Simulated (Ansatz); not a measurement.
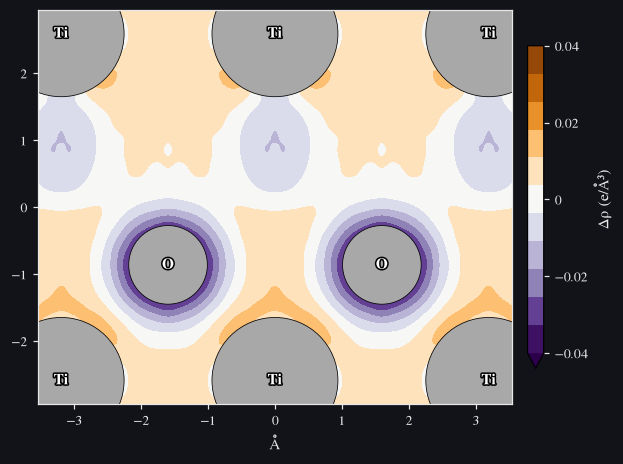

TiO. Difference of the valence pseudo-densities of two functionals at the same geometry, on the (110) plane of the calculation cell: PBEsol less r2SCAN.

Both computed with Ansatz (plane waves, PAW), on the same k-point mesh. Grey discs cover the atomic cores.

```xyz
2
Lattice="2.9900 0.0000 0.0000 -1.4950 2.5894 0.0000 0.0000 0.0000 3.1939" Properties=species:S:1:pos:R:3 pbc="T T T"
Ti    1.4950    0.8631    0.0000
O     0.0000    0.0000    1.5970
```

What does the difference map show?

Against r2SCAN, PBEsol gives more density around Ti (+0.007 e/Å³ on average at 1.1 Å from the nucleus), less density around O (−0.020 e/Å³ on average at 0.7 Å from the nucleus) and a change of +0.007 e/Å³ at the midpoint of Ti–O.
